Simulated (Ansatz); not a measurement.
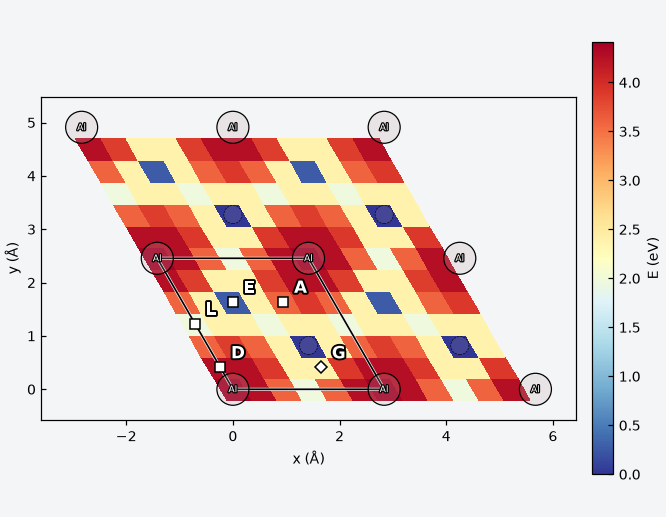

N on an Al(001) slab cut from the P6_3/mmc phase, its upper half relaxed before the scan (9 atoms of substrate and one adsorbate in a 1 × 1 cell). N is moved over the surface cell; relaxed at each place: the height of the adsorbate's atoms; substrate rigid; the origin of the map has the adsorbate above Al9. Places are given modulo a cell vector. The map is drawn in real space over the plane of the surface. The grid has 6 × 6 points; 10 points were computed and 26 follow by symmetry. Energies are in eV, from the lowest grid point. With one adsorbate in each 1 × 1 cell, its nearest image is 2.8 Å away, so neighbouring adsorbates interact. Method: DFT PBEsol, scalar-relativistic, plane waves, PAW in Ansatz 0.2.0. Settings: cutoff 420 eV, k-mesh 12×12×1, gaussian smearing 0.1 eV, no spin polarisation.

The picture shows one coloured cell a grid point, labelled circles for the atoms of the top layer and small ones for the second layer, the outline of one cell of the 2 × 2 shown, lettered points.

> Is D the lowest point of the computed grid?

No. D lies 4.27 eV above the lowest grid point, which is at a threefold hollow over a second-layer Al atom, (4/6, 2/6) of the cell vectors.

> Rank the lettered points by energy, lowest first.

E (0.26 eV), L (1.97 eV), G (2.39 eV), A (3.60 eV), D (4.27 eV).

PAW datasets: the set soft_1.
